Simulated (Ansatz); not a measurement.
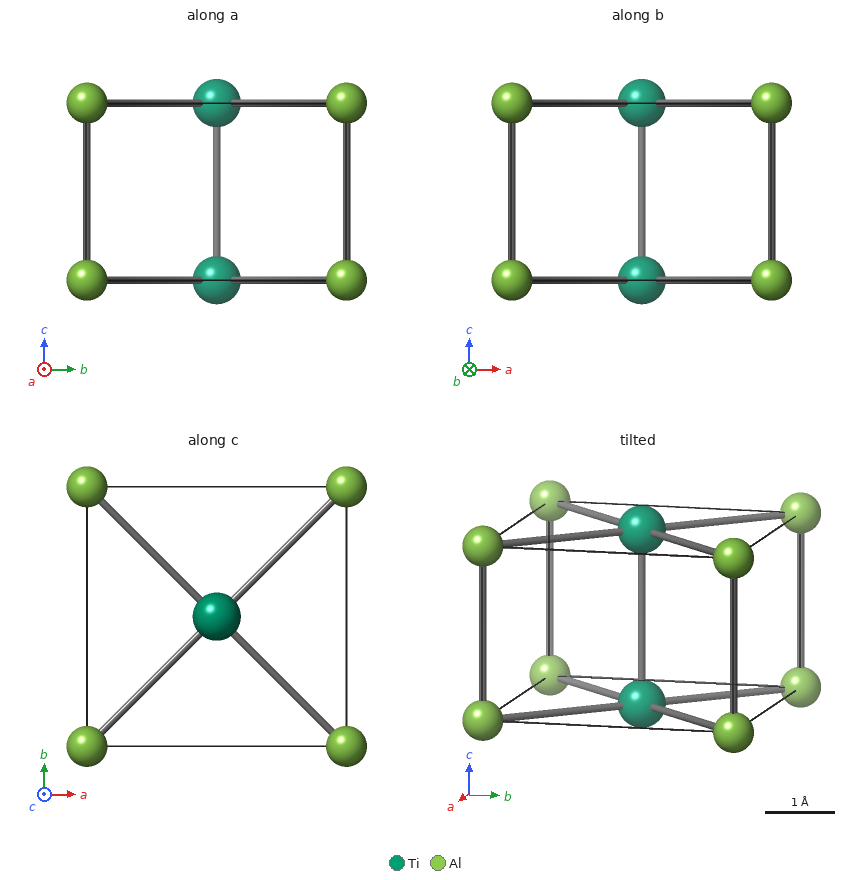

Figure: ball-and-stick view along the a axis, along the b axis, along the c axis and slightly off an axis. Atoms at the boundary of the conventional unit cell (the box) are drawn once for each face, edge or corner they touch.

Lattice parameters: a = 3.8093 Å, b = 3.8093 Å, c = 2.5999 Å, α = 90.000°, β = 90.000°, γ = 90.000°.

Record the structure as a CIF with its space group and independent sites.

```cif
data_structure
_symmetry_space_group_name_H-M 'P 4/m m m'
_symmetry_Int_Tables_number 123
_cell_length_a 3.8093
_cell_length_b 3.8093
_cell_length_c 2.5999
_cell_angle_alpha 90.000
_cell_angle_beta 90.000
_cell_angle_gamma 90.000
_cell_volume 37.73
loop_
_atom_site_label
_atom_site_type_symbol
_atom_site_symmetry_multiplicity
_atom_site_Wyckoff_symbol
_atom_site_fract_x
_atom_site_fract_y
_atom_site_fract_z
_atom_site_occupancy
Ti1 Ti 1 c 0.5000 0.5000 0.0000 1
Al1 Al 1 a 0.0000 0.0000 0.0000 1
```

It goes back to a random cell made by a generator, so it need not be a real form of the compound. The final geometry of a relaxation with DFT PBE, scalar-relativistic, plane waves, PAW in Ansatz 0.2.0 is shown.
